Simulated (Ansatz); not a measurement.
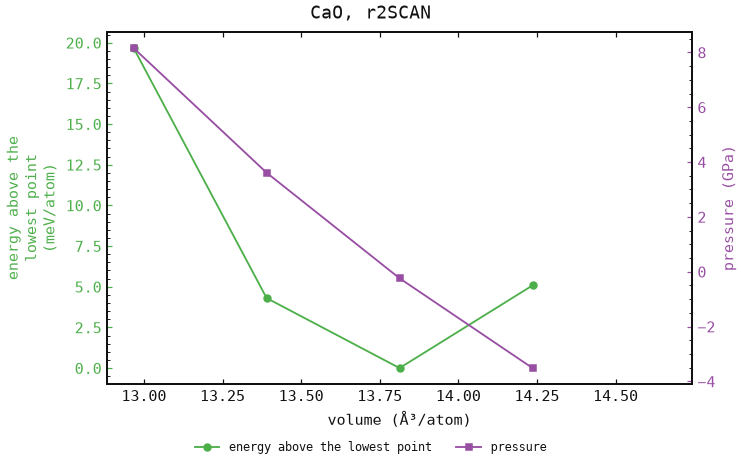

The plot gives the computed energy above the lowest point and pressure against volume for CaO, space group Fm-3m (No. 225) (one of a set of cubic test structures, which need not be the stable phase).

Computed with Ansatz 0.2.0 development build: equation of state of a cubic crystal from periodic Kohn-Sham density functional theory without spin, third-order Birch-Murnaghan fit to the free energies; pressure corrected for the finite basis. Level: r2SCAN.

structure type rock salt; atoms in cell 2; space group number 225; lattice centring face-centred primitive; k mesh 12×12×12; occupation method Fermi–Dirac; occupation width 0.1 eV; wave cutoff 500 eV; datasets soft-1 PAW; density tolerance 1e−07 eV; bands 12; density cutoff ratio 4; search for lower states default.

The point at volume 14.66 Å³/atom is left out of the plot. What does the calculation give there?

```
volume (Å³/atom)  energy above the lowest point (meV/atom)  pressure (GPa)
           14.66                                      18.1            -6.3
```
